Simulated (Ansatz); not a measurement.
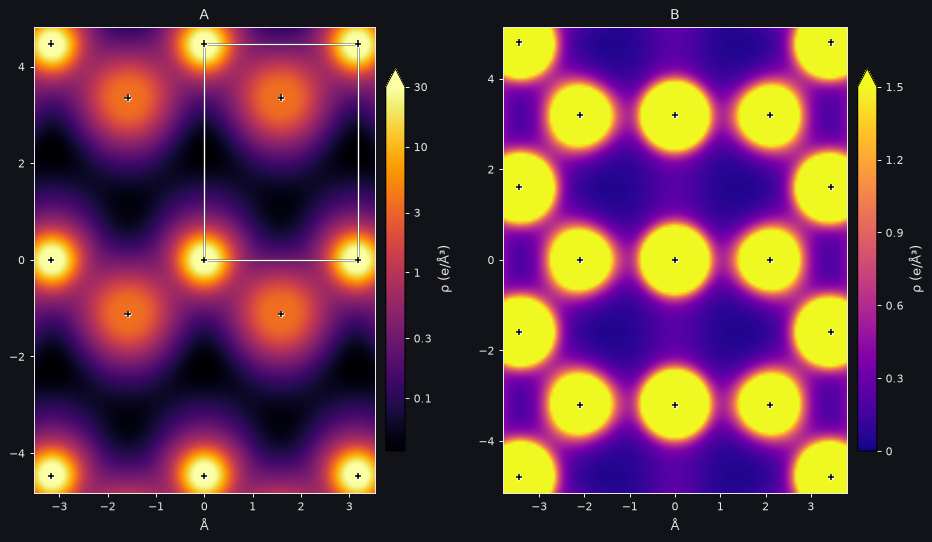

The valence electron density of 2 systems, each on a plane through atoms (crosses mark nuclei in the plane).

Computed with DFT, HSE06, plane waves, PAW in Ansatz 0.2.0.

System 1: GaN, the (100) plane of the conventional cell. Space group I-4m2; started from the zincblende prototype, which need not be the ambient phase; changed on purpose from its base cell (uniaxial x strain -0.5%).

```
CELL_PARAMETERS angstrom
0.00000 -2.24895 -2.24895
0.00000 2.24895 -2.24895
4.47542 0.00000 0.00000
ATOMIC_POSITIONS crystal
Ga 0.50000 0.50000 0.50000
Ga 0.00000 0.00000 0.00000
N 0.50000 0.00000 0.25000
N 0.00000 0.50000 0.75000
```

System 2: SnO$_{2}$, the (100) plane of the conventional cell. Space group Cmmm; started from the measured structure prototype, which need not be the ambient phase; changed on purpose from its base cell (shear xy strain +4.7%).

```xyz
12
Lattice="4.6489 -4.6489 0.0000 4.8721 4.8721 0.0000 0.0000 0.0000 3.2002" Properties=species:S:1:pos:R:3 pbc="T T T"
Sn    0.0000    0.0000    0.0000
Sn    4.7605    0.1116    0.0000
Sn    2.3244   -2.3244    1.6001
Sn    2.4361    2.4361    1.6001
O     1.4883    1.4883    0.0000
O     6.2488    1.6000    0.0000
O     0.8986   -0.8986    1.6001
O     5.6591   -0.7870    1.6001
O     3.2722   -1.3767    0.0000
O     3.3838    3.3838    0.0000
O     3.7502   -3.7502    1.6001
O     3.8619    1.0103    1.6001
```

Which map belongs to which system?

Answer. Panel A is system 1, GaN: the plane holds Ga and N. Ga–N (1.94 Å): the density is about 0.75 e/Å³ at the midpoint. Panel B is system 2, SnO$_{2}$: the plane holds Sn and O. Sn–O (2.10 Å): ρ is about 0.59 e/Å³ halfway.
